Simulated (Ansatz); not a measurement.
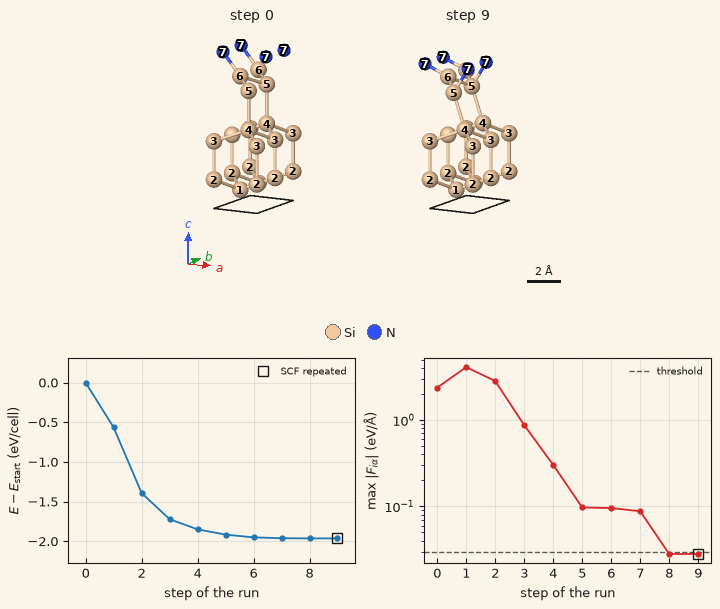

First and last geometry of a constrained relaxation of a slab of composition Si$_{6}$N (cut from the Fd-3m phase), with the history of the run. A ball-and-stick model of the 1 × 2 repeat of the cell, outlined in the plane, without the vacuum, seen slightly off an axis.

Case: N put at a bridge Si-Si site. The slab is the (1 1 1) face of Si with N on it. 3 atoms are held fixed.

Theory: DFT PBEsol, scalar-relativistic, plane waves, PAW in Ansatz 0.2.0. (plane-wave cutoff 420 eV; k-point mesh 9 × 9 × 1; occupations gaussian; smearing width 0.05 eV; collinear spin; dipole correction; atoms relaxed in a fixed cell; force threshold 0.03 eV/Å; at most 70 steps)

### Did the run converge, and what did it change?

It converged. Over 8 accepted moves (9 points after the start) the energy falls by 1.963 eV per cell of the calculation. Largest force component: 2.4 eV/Å at the start, 0.028 eV/Å at the end. 1 step only repeated the SCF at the same geometry. The atom that moves furthest is N7 (1.17 Å at 49° to the normal (−c side)). By element the largest moves are N 1.17 Å, Si 0.71 Å. The cell stays as it was. Among the contacts that change: Si5–N7 2.405 → 1.763 Å, Si5–Si6 2.318 → 2.516 Å, Si6–N7 1.833 → 1.665 Å, Si4–Si5 2.412 → 2.352 Å. New bonds form: Si5–N7 (2.41 → 1.76 Å). Among the angles between lasting bonds that change: Si3–Si4–Si5 109.0° → 92.2°, Si4–Si5–Si6 106.9° → 90.2°, Si4–Si5–Si6 106.9° → 116.3°. Cost: 12 min on 1 thread of Intel(R) Xeon(R) Processor @ 2.70GHz, on a shared host, peak memory 0.74 GiB.

Limits of the set-up: the periodic images lie only 3.8 Å apart, so the values are limited by the cell's size.
